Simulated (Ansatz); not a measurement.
B5P

```
B P
1.0
     8.47423    0.00000   -0.00162
     0.00000    5.93742    0.00000
    -2.96686    0.00000    4.14963
B P
20 4
Direct
  0.06921 0.24911 0.92956
  0.56921 0.74911 0.92956
  0.06921 0.75089 0.92956
  0.56921 0.25089 0.92956
  0.43079 0.25089 0.07044
  0.93079 0.75089 0.07044
  0.43079 0.74911 0.07044
  0.93079 0.24911 0.07044
  0.00460 0.00000 0.67054
  0.50460 0.50000 0.67054
  0.49540 0.50000 0.32946
  0.99540 0.00000 0.32946
  0.32829 0.33081 0.66444
  0.82829 0.83081 0.66444
  0.17171 0.16919 0.33556
  0.67171 0.66919 0.33556
  0.32829 0.66919 0.66444
  0.82829 0.16919 0.66444
  0.17171 0.83081 0.33556
  0.67171 0.33081 0.33556
  0.29054 0.00000 0.10361
  0.79054 0.50000 0.10361
  0.20946 0.50000 0.89639
  0.70946 0.00000 0.89639
```

Space group C2/m; a generated structure, not necessarily the stable one.

Method: DFT PBE, scalar-relativistic, plane waves, PAW (Ansatz 0.2.0).

In a PAW calculation such maps are meaningful between the atoms, not at the nuclei.

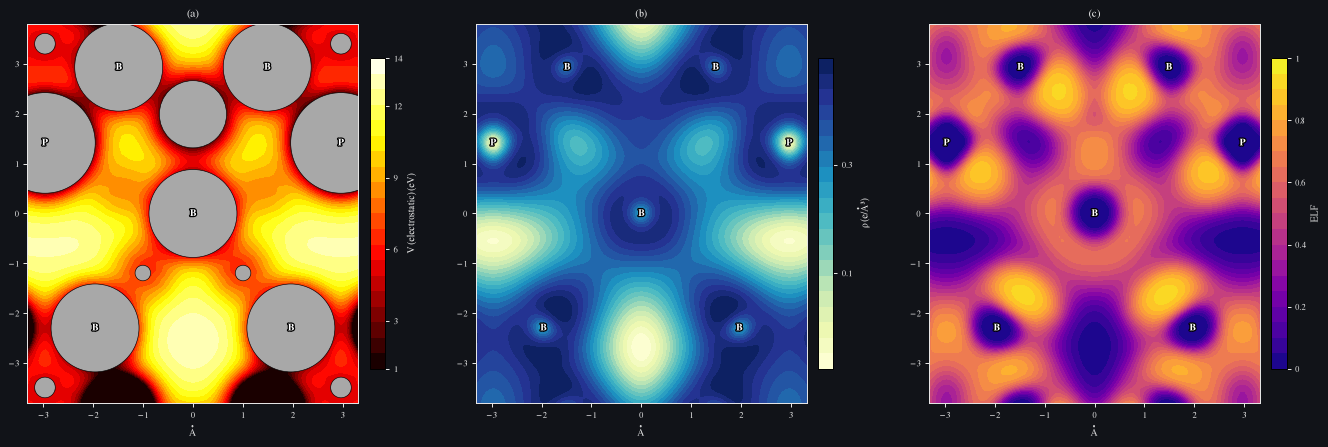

Figure 1. (a) electrostatic potential energy of an electron; (b) valence charge density (pseudo); (c) ELF on the (101̄) plane of the conventional cell. Grey discs cover the atomic cores in the potential map.

**What do the fields say about this system?**

The plane passes through B and P nuclei. Atoms just off the plane (B, 0.9 Å away and P, 0.8 Å away) can leave unmarked features too. B–P (2.13 Å): ρ at the midpoint is about 0.6 e/Å³; the ELF peaks at about 0.70 between the atoms. Between the atoms the lowest density in this plane is 0.04 e/Å³. Outside the cores the potential energy rises away from the atoms and is highest about 1.9 Å from the nearest atoms; its zero is arbitrary.

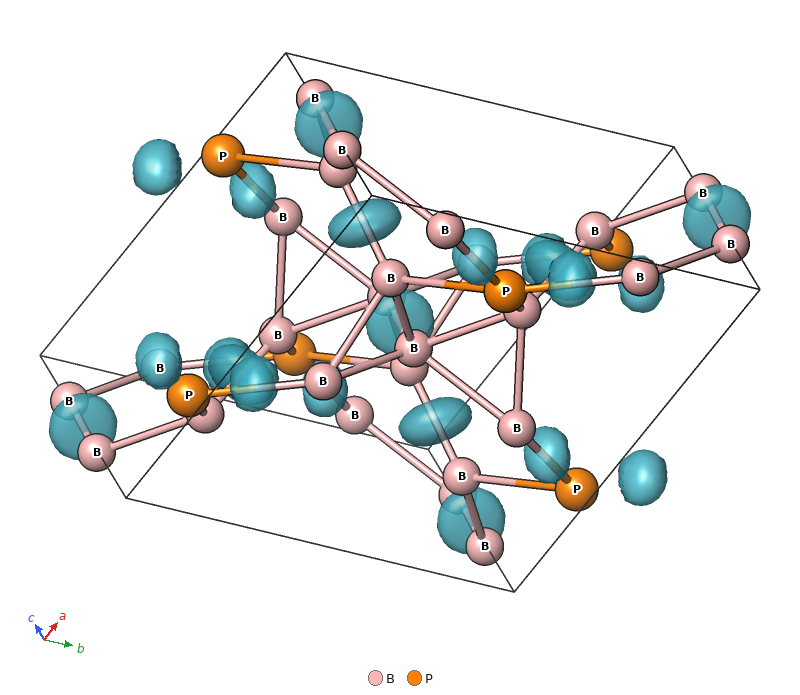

Figure 2. Isosurface of the ELF at 0.9 (cyan), seen at an oblique angle. Only the valence region is drawn (cores and ρ < 0.01 e/Å³ removed). Sticks mark near contacts.

**Where are the electrons localised?**

At this value the surface marks out six regions between bonded B–B atoms and eight regions between bonded B–P atoms, counted in one cell of 24 atoms. Regions shared between cells count once.


B–B (1.70 Å): the ELF peaks at about 0.80 between the atoms. B–P (1.97 Å): the ELF peaks at about 0.95 between the atoms.

**Metal or insulator at this level of theory?**

It is gapless in this calculation (a metal or semimetal).
